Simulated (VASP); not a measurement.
# BN: geometry relaxation (part 2 of 3)

Continued. System: BN (4 atoms in the cell). Method: Kohn-Sham DFT of a periodic cell, PBE with D4, VASP PAW PBE potentials, recommended, no spin polarisation (VASP 6.6.1); cutoff 600 eV, 12×12×6 k-mesh, Gaussian smearing of 0.02 eV. The structure derives from an entry of the Crystallography Open Database.

Geometry of the input (Å; fractional positions):
```
2.5360  0.0000  0.0000
-1.2680  2.1962  0.0000
0.0000  0.0000  4.1990
B  0.6667  0.3333  0.0000
B  0.3333  0.6667  0.5000
N  0.6667  0.3333  0.3750
N  0.3333  0.6667  0.8750
```

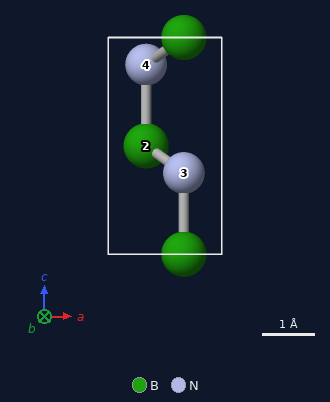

*The input geometry (ball-and-stick view of the cell of the calculation, along the b axis; atoms are numbered from 1 in the order of the input).*

Parts of OUTCAR, continued:
```
   k-points           NKPTS =     76   k-points in BZ     NKDIM =     76   number of bands    NBANDS=     12
   number of dos      NEDOS =    301   number of ions     NIONS =      4
   total plane-waves  NPLWV =  14400
   dimension x,y,z NGX =    20 NGY =   20 NGZ =   36
   dimension x,y,z NGXF=    40 NGYF=   40 NGZF=   72
   ions per type =               2   2
   NGX,Y,Z   is equivalent  to a cutoff of  13.11, 13.11, 14.25 a.u.
   NGXF,Y,Z  is equivalent  to a cutoff of  26.22, 26.22, 28.51 a.u.
 SYSTEM =  BN
   PREC   = accura    normal or accurate (medium, high low for compatibility)
   ISTART =      0    job   : 0-new  1-cont  2-samecut
   ICHARG =      2    charge: 1-file 2-atom 10-const
   ISPIN  =      1    spin polarized calculation?
   LNONCOLLINEAR =      F non collinear calculations
   LSORBIT =      F    spin-orbit coupling
   LASPH  =      T    aspherical Exc in radial PAW
   ENCUT  =  600.0 eV  44.10 Ry    6.64 a.u.   5.07  5.07  8.39*2*pi/ulx,y,z
   NELM   =    100;   NELMIN=  2; NELMDL= -5     # of ELM steps
   EDIFF  = 0.1E-05   stopping-criterion for ELM
   LREAL  =      F    real-space projection
   EDIFFG = -.2E-02   stopping-criterion for IOM
   NSW    =    100    number of steps for IOM
   IBRION =      2    ionic relax: 0-MD 1-quasi-New 2-CG
   NFREE  =      1    steps in history (QN), initial steepest desc. (CG)
   ISIF   =      3    stress and relaxation
   ISYM   =      2    0-nonsym 1-usesym 2-fastsym
   POTIM  = 0.5000    time-step for ionic-motion
   TEBEG  =    0.0;   TEEND  =   0.0 temperature during run
   PSTRESS=  125.0 pullay stress
   NELECT =      16.0000    total number of electrons
   NUPDOWN=      -1.0000    fix difference up-down
   EMIN   =  10.00;   EMAX   =-10.00  energy-range for DOS
   EFERMI =   0.00;   METHOD = LEGACY
   ISMEAR =     0;   SIGMA  =   0.02  broadening in eV -4-tet -1-fermi 0-gaus
   EFERMI_NEDOS =   21; number of points for ismear=-14 and -15
   IALGO  =     38    algorithm
   IMIX   =      4    mixing-type and parameters
     AMIX     =   0.40;   BMIX     =  1.00
     AMIX_MAG =   1.60;   BMIX_MAG =  1.00
  volume/ion in A,a.u.               =       5.85        39.46
  Fermi-wavevector in a.u.,A,eV,Ry     =   1.442524  2.725976 28.312044  2.080877
  Thomas-Fermi vector in A             =   2.561035
   LORBIT       =      0    0 simple, 1 ext, 2 COOP (PROOUT), +10 PAW based schemes
   GGA     = PE    functional components
   LHFCALC =     F    Hartree Fock is set to
   AEXX    =    0.0000 exact exchange contribution
   IVDW    =    13    specifies the selected vdW correction
   VDW_S6         =  1.00000000  s6, scaling of the dipole-dipole dispersion
   VDW_S8         =  0.95948085  s8, scaling of the dipole-quadrupole dispersion
   VDW_A1         =  0.38574991  a1, scaling of the critical radii
   VDW_A2         =  4.80688534  a2, offset of the critical radii
   VDW_S9         =  1.00000000  s9, scaling of the three-body dispersion
   VDW_RADIUS     = 31.75063494  two-body interaction cutoff (in Angstroms)
   VDW_CNRADIUS   = 15.87531747  CN, coordination number cutoff (in Angstroms)
   LEPSILON=     F    determine dielectric tensor
   LRPA    =     F    only Hartree local field effects (RPA)
 conjugate gradient relaxation of ions
 non-spin polarized calculation
 Gauss-broadening in eV      SIGMA  =   0.02
  energy-cutoff  :      600.00
  volume of cell :       23.39
 maximum number of plane-waves:       801
   NGX = 11   NGY = 11   NGZ = 17

--------------------------------------- Ionic step        1  -------------------------------------------

 number of electron      16.0000003 magnetization

 Free energy of the ion-electron system (eV)
  ---------------------------------------------------
  ext. energy  EPLUGINS =         0.00000000
  ---------------------------------------------------
  free energy    TOTEN  =       -34.82634890 eV

  energy without entropy =      -34.82634890  energy(sigma->0) =      -34.82634890

------------------------ aborting loop because EDIFF is reached ----------------------------------------

  DFT-D4 for vdW energy calculation

  Edisp (eV):   -0.96180

  FORCE on cell =-STRESS in cart. coord.  units (eV):
  Direction    XX          YY          ZZ          XY          YZ          ZX
  --------------------------------------------------------------------------------------
  -------------------------------------------------------------------------------------
  Total       0.39091     0.39091     0.21212     0.00000     0.00000     0.00000
  in kB      26.77985    26.77985    14.53189     0.00000     0.00000     0.00000
  external pressure =     -102.30 kB  Pullay stress =      125.00 kB

 VOLUME and BASIS-vectors are now :
 -----------------------------------------------------------------------------
  energy-cutoff  :      600.00
  volume of cell :       23.39
      direct lattice vectors                 reciprocal lattice vectors
     2.536000000  0.000000000  0.000000000     0.394321767  0.227661778  0.000000000
    -1.268000000  2.196240424  0.000000000     0.000000000  0.455323556  0.000000000
     0.000000000  0.000000000  4.199000000     0.000000000  0.000000000  0.238151941

 POSITION                                       TOTAL-FORCE (eV/Angst)
 -----------------------------------------------------------------------------------
      1.26800      0.73208      0.00000         0.000000     -0.000000      0.055008
     -0.00000      1.46416      2.09950         0.000000      0.000000      0.055008
      1.26800      0.73208      1.57462        -0.000000      0.000000     -0.055008
     -0.00000      1.46416      3.67413         0.000000     -0.000000     -0.055008
 -----------------------------------------------------------------------------------
    total drift:                                0.000000     -0.000000     -0.000254

  FREE ENERGIE OF THE ION-ELECTRON SYSTEM (eV)
  ---------------------------------------------------
  free  energy   TOTEN  =       -35.7881506325 eV

  energy  without entropy=      -35.7881506325  energy(sigma->0) =      -35.78815063

  enthalpy is  TOTEN    =       -33.9635222112 eV   P V=        1.8246284213

--------------------------------------- Ionic step        2  -------------------------------------------

 number of electron      15.9999999 magnetization

------------------------ aborting loop because EDIFF is reached ----------------------------------------

  DFT-D4 for vdW energy calculation

  Edisp (eV):   -1.00728

  FORCE on cell =-STRESS in cart. coord.  units (eV):
  Direction    XX          YY          ZZ          XY          YZ          ZX
  --------------------------------------------------------------------------------------
  -------------------------------------------------------------------------------------
  Total       3.54752     3.54752     3.80593     0.00000     0.00000     0.00000
  in kB     256.64982   256.64982   275.34417     0.00000     0.00000     0.00000
  external pressure =      137.88 kB  Pullay stress =      125.00 kB

 VOLUME and BASIS-vectors are now :
 -----------------------------------------------------------------------------
  energy-cutoff  :      600.00
  volume of cell :       22.15
      direct lattice vectors                 reciprocal lattice vectors
     2.492148399  0.000000000  0.000000000     0.401260214  0.231667693  0.000000000
    -1.246074199  2.158263823 -0.000000000     0.000000000  0.463335385  0.000000000
     0.000000000  0.000000000  4.117338297    -0.000000000  0.000000000  0.242875355

 POSITION                                       TOTAL-FORCE (eV/Angst)
 -----------------------------------------------------------------------------------
      1.24607      0.71942      0.00260        -0.000000     -0.000000     -0.045922
     -0.00000      1.43884      2.06127         0.000000      0.000000     -0.045922
      1.24607      0.71942      1.54140         0.000000     -0.000000      0.045922
     -0.00000      1.43884      3.60007         0.000000     -0.000000      0.045922
 -----------------------------------------------------------------------------------
    total drift:                                0.000000      0.000000     -0.000238

  FREE ENERGIE OF THE ION-ELECTRON SYSTEM (eV)
  ---------------------------------------------------
  free  energy   TOTEN  =       -35.6820591682 eV

  energy  without entropy=      -35.6820591682  energy(sigma->0) =      -35.68205917

  enthalpy is  TOTEN    =       -33.9542554150 eV   P V=        1.7278037532

--------------------------------------- Ionic step        3  -------------------------------------------

 number of electron      16.0000002 magnetization

------------------------ aborting loop because EDIFF is reached ----------------------------------------

  DFT-D4 for vdW energy calculation

  Edisp (eV):   -0.98248

  FORCE on cell =-STRESS in cart. coord.  units (eV):
  Direction    XX          YY          ZZ          XY          YZ          ZX
  --------------------------------------------------------------------------------------
  -------------------------------------------------------------------------------------
  Total       1.77567     1.77567     1.77328     0.00000     0.00000     0.00000
  in kB     124.68646   124.68646   124.51840     0.00000     0.00000     0.00000
  external pressure =       -0.37 kB  Pullay stress =      125.00 kB

 VOLUME and BASIS-vectors are now :
 -----------------------------------------------------------------------------
  energy-cutoff  :      600.00
  volume of cell :       22.82
      direct lattice vectors                 reciprocal lattice vectors
     2.516048688  0.000000000  0.000000000     0.397448589  0.229467050  0.000000000
    -1.258024344  2.178962081 -0.000000000     0.000000000  0.458934099  0.000000000
     0.000000000  0.000000000  4.161846099    -0.000000000  0.000000000  0.240277986

 POSITION                                       TOTAL-FORCE (eV/Angst)
 -----------------------------------------------------------------------------------
      1.25802      0.72632      0.00117        -0.000000     -0.000000      0.015939
     -0.00000      1.45264      2.08209        -0.000000     -0.000000      0.015939
      1.25802      0.72632      1.55952         0.000000     -0.000000     -0.015939
     -0.00000      1.45264      3.64045        -0.000000      0.000000     -0.015939
 -----------------------------------------------------------------------------------
    total drift:                                0.000000      0.000000      0.000285

  FREE ENERGIE OF THE ION-ELECTRON SYSTEM (eV)
  ---------------------------------------------------
  free  energy   TOTEN  =       -35.7625509208 eV

  energy  without entropy=      -35.7625509208  energy(sigma->0) =      -35.76255092

  enthalpy is  TOTEN    =       -33.9824109143 eV   P V=        1.7801400065

--------------------------------------- Ionic step        4  -------------------------------------------

 number of electron      16.0000002 magnetization

------------------------ aborting loop because EDIFF is reached ----------------------------------------

  DFT-D4 for vdW energy calculation

  Edisp (eV):   -0.98290

  FORCE on cell =-STRESS in cart. coord.  units (eV):
  Direction    XX          YY          ZZ          XY          YZ          ZX
  --------------------------------------------------------------------------------------
  -------------------------------------------------------------------------------------
  Total       1.80499     1.80499     1.80552     0.00000     0.00000     0.00000
  in kB     126.80786   126.80786   126.84518     0.00000     0.00000     0.00000
  external pressure =        1.82 kB  Pullay stress =      125.00 kB

 VOLUME and BASIS-vectors are now :
 -----------------------------------------------------------------------------
  energy-cutoff  :      600.00
  volume of cell :       22.81
      direct lattice vectors                 reciprocal lattice vectors
     2.515649662  0.000000000  0.000000000     0.397511631  0.229503447  0.000000000
    -1.257824831  2.178616514 -0.000000000     0.000000000  0.459006894  0.000000000
     0.000000000  0.000000000  4.161103020    -0.000000000  0.000000000  0.240320895

 POSITION                                       TOTAL-FORCE (eV/Angst)
 -----------------------------------------------------------------------------------
      1.25782      0.72621      0.00119         0.000000     -0.000000      0.015096
     -0.00000      1.45241      2.08174         0.000000      0.000000      0.015096
      1.25782      0.72621      1.55922        -0.000000      0.000000     -0.015096
     -0.00000      1.45241      3.63977         0.000000     -0.000000     -0.015096
 -----------------------------------------------------------------------------------
    total drift:                                0.000000      0.000000      0.000177
```
